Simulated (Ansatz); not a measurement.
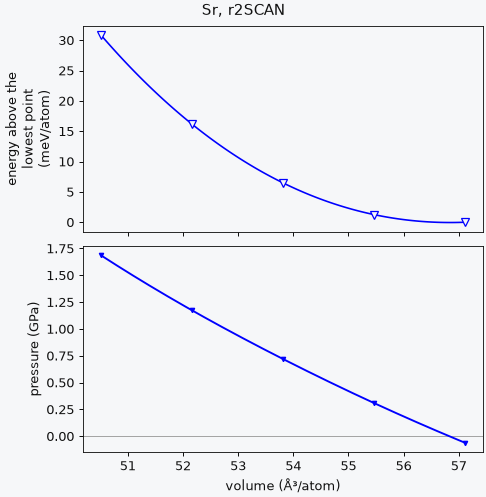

Plotted: energy above the lowest point and pressure against volume for Sr, space group Fm-3m (No. 225) (one of a set of cubic test structures, which need not be the stable phase).

Method: equation of state of a cubic crystal from periodic Kohn-Sham density functional theory without spin, third-order Birch-Murnaghan fit to the free energies; pressure corrected for the finite basis (Ansatz 0.2.0 development build). Level: r2SCAN.

structure type fcc; atoms in cell 1; space group number 225; lattice centring face-centred primitive; k mesh 10×10×10; occupation method Fermi–Dirac; occupation width 0.1 eV; wave cutoff 700 eV; datasets hard PAW; density tolerance 1e−09 eV; bands 9; density cutoff ratio 4; search for lower states default; xc grid level 2.

### Give the fitted equation-of-state parameters.

A third-order Birch–Murnaghan fit gives V0 = 56.84 Å³/atom, B0 = 12.1 GPa.

### How does the pressure vary with volume?

It falls from 1.685 GPa at volume 50.52 Å³/atom to −0.060 GPa at 57.11 Å³/atom.

Limits of the calculation: pseudopotentials made with PBE, not this functional.

The computed values:

```
volume (Å³/atom)  energy above the lowest point (meV/atom)  pressure (GPa)
           50.52                                      30.8           1.685
           52.17                                      16.2           1.173
           53.81                                       6.5           0.720
           55.46                                       1.3           0.310
           57.11                                       0.0          -0.060
```
